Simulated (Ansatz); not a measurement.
# Mg2O5: what the fields show

Input

```
crystal:
  lattice:
    - [3.1299654963, 0.0, 0.0]
    - [-1.5649827481, 2.7106296327, 0.0]
    - [0.0, 0.0, 8.7586749799]
  atoms:
    - { symbol: Mg, position: [0.6666666667, 0.3333333333, 0.8588726754] }
    - { symbol: Mg, position: [0.3333333333, 0.6666666667, 0.1411273246] }
    - { symbol: O, position: [0.3333333333, 0.6666666667, 0.7435796959], spin: 0.14 }
    - { symbol: O, position: [0.3333333333, 0.6666666667, 0.5860871124], spin: 0.59 }
    - { symbol: O, position: [0.6666666667, 0.3333333333, 0.2564203041], spin: 0.14 }
    - { symbol: O, position: [0.6666666667, 0.3333333333, 0.4139128876], spin: 0.59 }
    - { symbol: O, position: [0.0, 0.0, 0.0] }
basis:
  ecutwfc: 420
kpoints:
  mp_grid: { grid: [12, 12, 4] }
hamiltonian:
  xc: pbe
scf:
  occupations: { method: gaussian, width: 0.1 }
output:
  forces: true
  stress: true
  eigenvalues: true
  populations: true
  write_density: true
  write_potential: true
  elf: true
  volumetric_format: npy
magnetization:
  spin_polarized: true
relax:
  adjacent_minimum: "off"
  f_tol: 0.01
  max_steps: 80
  cell: { stress_tol: 0.05 }
```

Command:

```sh
ansatz run input.yaml --threads 1 --pin off --max-ram 2560MiB --backend cpu --events-out ev --progress --plain --runs-dir out
```

Below, planes, directions and counts refer to the conventional cell (a = 3.13 Å, b = 3.13 Å, c = 8.74 Å, α = 90.00°, β = 90.00°, γ = 120.00°).

The fields are those of the run's last geometry, not of the input's.

Space group P-3m1; a generated structure, not necessarily the stable one; the program warned that a starting moment wasn't kept; spin-polarised, but the moments vanished.

Theory: DFT PBE, scalar-relativistic, plane waves, PAW in Ansatz 0.2.0.

The density is the valence pseudo-density of a PAW calculation; it isn't the true density close to the nuclei.

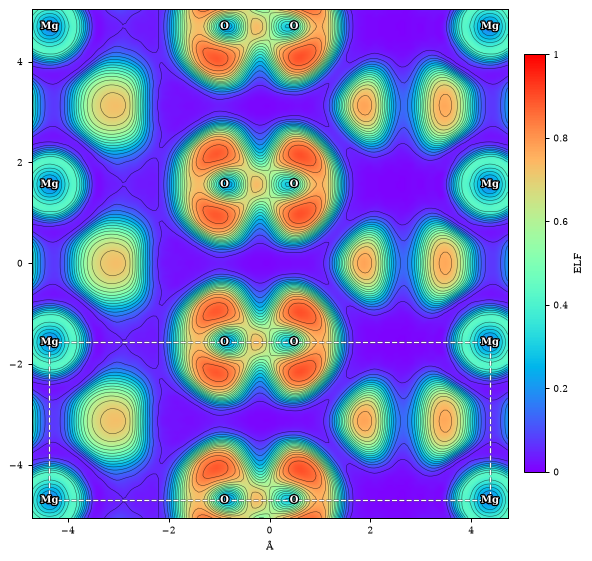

Figure 1. ELF on the (11̄0) plane of the conventional cell.

Q: Interpret the plot.

A: The plane passes through Mg and O nuclei. Atoms just off the plane (Mg, 0.9 Å away and O, 0.9 Å away) can leave unmarked features too. O–O (1.38 Å): the ELF peaks at about 0.75 between the atoms. The ELF also peaks beside O, away from the bonds: lone-pair regions.

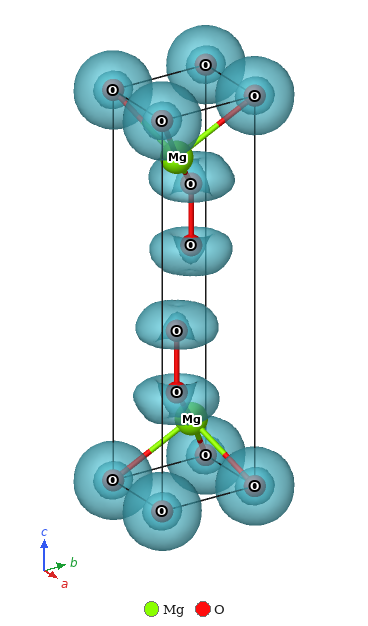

Figure 2. Isosurface of the ELF at 0.75 (cyan), seen slightly off an axis. Core shells and regions of very low density are left out. Sticks mark near contacts.

Q: Identify the bonds, lone pairs and shells in this picture.

A: The ELF exceeds this value in five regions wrapped around O (the valence shell of each), counted in one cell of 7 atoms. Any copies at cell faces, edges or corners count once. Along the contacts the grid gives the following. Mg–O (2.07 Å): the ELF peaks at about 0.90 in the valence shell of O, 0.6 Å from its nucleus, and is about 0.35 at the midpoint.

Q: Metal or insulator at this level of theory?

A: It is gapless in this calculation (a metal or semimetal).
